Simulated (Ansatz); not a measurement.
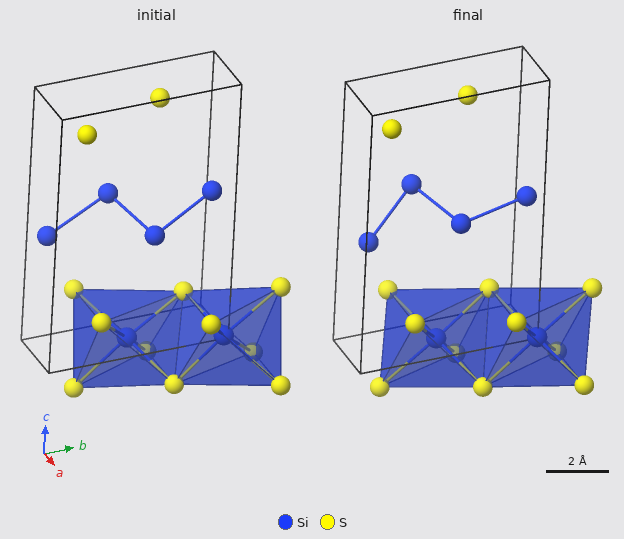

The structure of crystalline Si₃S₂ (a generated structure, set up in P1) (coarse preliminary run) before (left) and after (right) a relaxation, at one scale.

A polyhedral model of the cell of the calculation, reduced to other axes, seen slightly off an axis. Lengths and directions refer to the drawn axes.

Theory: DFT PBE, scalar-relativistic, plane waves, PAW (Ansatz).

Input
```yaml
crystal:
  lattice:
    - [1.7261524648, 2.9432158049, -0.0111787077]
    - [-5.2363473948, 2.9766386123, -0.0237841468]
    - [0.0262485171, -2.0112958718, 9.1483621793]
  atoms:
    - { symbol: Si, position: [0.4727104578, 0.5081799146, -0.007023076] }
    - { symbol: Si, position: [0.0239123095, -0.0207186483, -0.0081365288] }
    - { symbol: Si, position: [0.3276766372, 0.0753393351, 0.5677812921] }
    - { symbol: Si, position: [0.7890275315, 0.5921815597, 0.5681219823] }
    - { symbol: Si, position: [0.2032674247, 0.4050311959, 0.4454062887] }
    - { symbol: Si, position: [0.7101965778, 0.9088336641, 0.4421236878] }
    - { symbol: S, position: [0.5437190077, 0.2109244717, 0.1403558497] }
    - { symbol: S, position: [0.0701714563, 0.6987998761, 0.133326877] }
    - { symbol: S, position: [0.9300116231, 0.2941572232, 0.851771291] }
    - { symbol: S, position: [0.4293069744, 0.8272714079, 0.8662723362] }
basis:
  ecutwfc: 420
kpoints:
  mp_grid: { grid: [6, 4, 6] }
hamiltonian:
  xc: pbe
scf:
  occupations: { method: gaussian, width: 0.2 }
  lower_state_search: "off"
output:
  forces: true
  stress: true
  eigenvalues: true
relax:
  adjacent_minimum: "off"
  f_tol: 0.025
  max_steps: 60
  cell: { stress_tol: 0.25 }
```

Launched with:
```bash
ansatz run input.yaml --threads 1 --pin off --max-ram 2560MiB --backend cpu --events-out ev --progress --plain --runs-dir out
```

Summarise the run.

The run was cut off at its time limit before the relaxation converged, so the last structure is only a point on the way. Si3 moves most relative to the cell: 0.42 Å roughly along [2 2 −1]. By element the largest moves are Si 0.42 Å, S 0.19 Å. Cell: a 3.412 → 3.464 Å (+1.5 %), b 6.023 → 5.967 Å (−0.9 %), c 9.350 → 9.534 Å (+2.0 %), α 83.3° → 83.7°, γ 89.2° → 90.2°. Volume +2.6 %. Near-neighbour distances that change, for instance: Si2–S7 2.654 → 2.352 Å, Si2–S10 2.130 → 2.393 Å, Si3–Si6 2.107 → 2.297 Å, Si2–S8 2.251 → 2.380 Å. Bond angles that change, for instance: Si5–Si4–Si6 96.4° → 112.5°, Si3–Si6–Si4 93.2° → 108.4°, Si5–Si3–Si6 100.4° → 86.1°. The space group stays P1 (No. 1). The energy falls by 88.7 meV per atom in 4 geometry steps. Largest force component: 2.6 eV/Å at the start, 0.25 eV/Å at the end. The pressure goes from 2.97 to −0.57 GPa. Cost: 9.2 min on 1 thread of AMD EPYC (Zen 3), on a shared host, peak memory 0.66 GiB.
